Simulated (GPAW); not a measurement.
The Mg K edge of atom 1 in MgO (Periclase, Fm-3m), with 6 O at 2.11 Å (octahedral, site symmetry m-3m), was computed in 2 ways: full core hole (charged cell) and no core hole. Program and functional: GPAW, PBE, Gaussian full width 0.9 eV up to 4 eV, rising linearly to 3.5 eV at 25 eV; cells of 2 and 16 atoms (the run without a hole in the smaller).

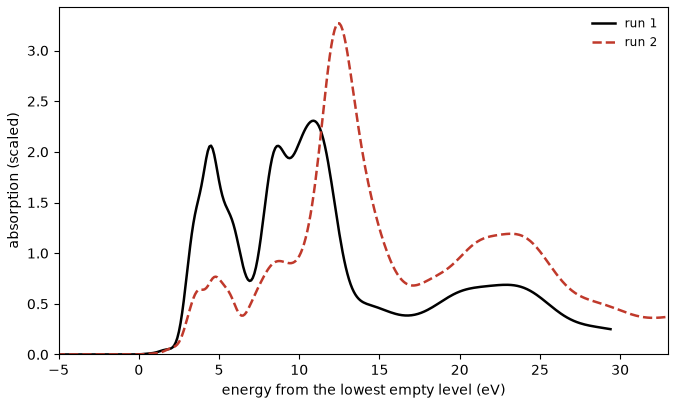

Each run is counted from its own lowest empty level or Fermi level and scaled to a mean of 1 over its first 20 eV.

The database entry behind the starting cell differs from later determinations by our own check (about 0.1 % long), so it need not match the best structure at ambient conditions.

Which run is which?

Run 1: full core hole (charged cell) (area from −2 to 6 eV 5.1, main maxima 4.5 eV (2.06), 8.7 eV (2.06), 10.9 eV (2.31) and 22.9 eV (0.69)). Run 2: no core hole (area from −2 to 6 eV 2.1, main maxima 4.8 eV (0.77), 12.4 eV (3.27) and 23.2 eV (1.19)). With each curve scaled to its own mean, the area from −2 to 6 eV with the hole is 5.1 against 2.1, and the centre of weight from −1 to 20 eV moves by -2.5 eV: the hole pulls the absorber's empty states down.

[Hosts, paths, dates, database ids (printed as entryN), source tags and the programs' standing remarks are cut or masked in the printed files.]

[Lists of maxima count a maximum above −3 eV only where it reaches 4 % of the highest in the window and stands out from its surroundings by 2 % of it (1.5 % where it reaches 55 %); shoulders and weaker maxima are passed over, and of the rest the first, up to two pre-edge ones and the few strongest are named.]
